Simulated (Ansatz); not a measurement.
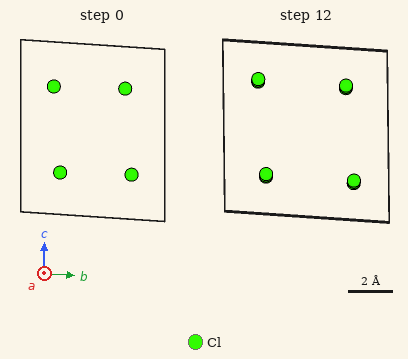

The structure of solid Cl (a generated structure, set up in P-1) (coarse preliminary run) before (left) and after (right) a relaxation, at one scale.

Style: ball-and-stick. Shown: the cell of the calculation, along the a axis.

Method: DFT PBE, scalar-relativistic, plane waves, PAW in Ansatz.

Input file:
```yaml
crystal:
  lattice:
    - [2.3142833215, 0.0, 0.0]
    - [-0.0015485329, 6.6401580462, 0.0]
    - [-0.5577918892, -0.5313102852, 7.9068234753]
  atoms:
    - { symbol: Cl, position: [0.494401913, 0.7261370065, 0.7563168857] }
    - { symbol: Cl, position: [0.5116396674, 0.7700301853, 0.2588519622] }
    - { symbol: Cl, position: [0.4883603326, 0.2299698147, 0.7411480378] }
    - { symbol: Cl, position: [0.505598087, 0.2738629935, 0.2436831143] }
basis:
  ecutwfc: 420
kpoints:
  mp_grid: { grid: [8, 4, 2] }
hamiltonian:
  xc: pbe
scf:
  occupations: { method: gaussian, width: 0.1 }
  lower_state_search: "off"
output:
  forces: true
  stress: true
  eigenvalues: true
relax:
  adjacent_minimum: "off"
  f_tol: 0.04
  max_steps: 70
  cell: { stress_tol: 0.4 }
```

Launched with:
```bash
ansatz run input.yaml --threads 1 --pin off --max-ram 2560MiB --backend cpu --events-out ev --progress --plain --runs-dir out
```

Describe what moved and what it gained.

The largest moves relative to the cell, 0.32 Å, are those of Cl2 and Cl3. Cl2 goes along [0 1 −2]. The volume changes by +13.2 %, with a 2.314 → 2.302 Å (−0.5 %), b 6.640 → 7.589 Å (+14.3 %), c 7.944 → 7.898 Å (−0.6 %), α 93.8° → 94.6°, β 94.0° → 91.1°. Among the contacts that change: Cl1–Cl1 2.314 → 2.302 Å. The space group stays P-1 (No. 2). The energy falls by 9.7 meV per atom in 7 accepted moves (12 points after the start). Largest force component: 0.022 eV/Å at the start, 0.002 eV/Å at the end. Pressure: 0.17 GPa at the start and 0.05 GPa at the end. The line search rejected the trial steps at points 1, 5, 9, 10 of the run. At 1 point the geometry stayed and the basis and grid were re-selected for the new cell (energy shift of 0.7 meV per atom at most each time). Cost: 110 s on 1 thread of Arm Neoverse N1, with other jobs on the host, peak memory 0.37 GiB.

Limits of the set-up: the k-point mesh is coarse for a cell with partly filled bands.
